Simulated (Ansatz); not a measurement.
System: CdS.

```
CELL_PARAMETERS angstrom
5.92642 0.00000 0.00000
0.00000 0.00000 -5.92642
0.00000 5.92642 0.00000
ATOMIC_POSITIONS crystal
Cd 0.50000 0.50000 0.00000
Cd 0.00000 0.50000 0.50000
Cd 0.00000 0.00000 0.00000
Cd 0.50000 0.00000 0.50000
S 0.25000 0.75000 0.25000
S 0.75000 0.75000 0.75000
S 0.75000 0.25000 0.25000
S 0.25000 0.25000 0.75000
```

Space group F-43m.

The calculation used DFT r2SCAN, scalar-relativistic, plane waves, PAW in Ansatz 0.2.0.

What will maps of the valence pseudo-density and electron localisation function show?

Cd–S (2.57 Å): ρ at the midpoint is about 0.39 e/Å³; the ELF peaks at about 0.90 in the valence shell of S, 0.8 Å from its nucleus, and is about 0.35 at the midpoint.
Bader's partition of the density gives Cd +0.94 and S −0.94 e.

Metal or insulator at this level of theory?

It is gapped, with a Kohn–Sham gap of 1.5 eV on the k-point mesh (the band edges may lie off the mesh, which would make the gap smaller).

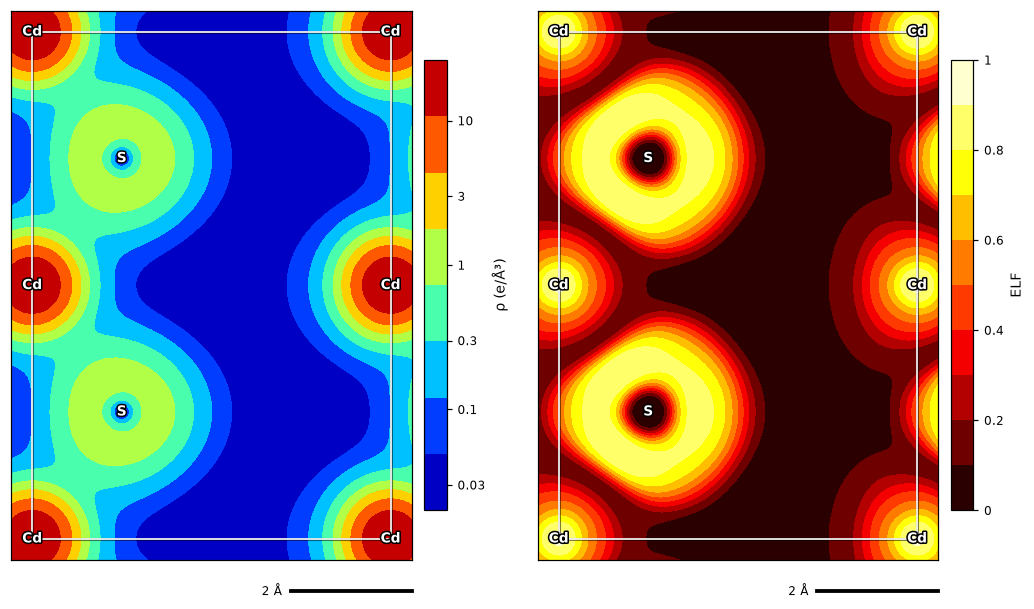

Computed valence pseudo-density and electron localisation function on the (101) plane of the conventional cell, in this order. 
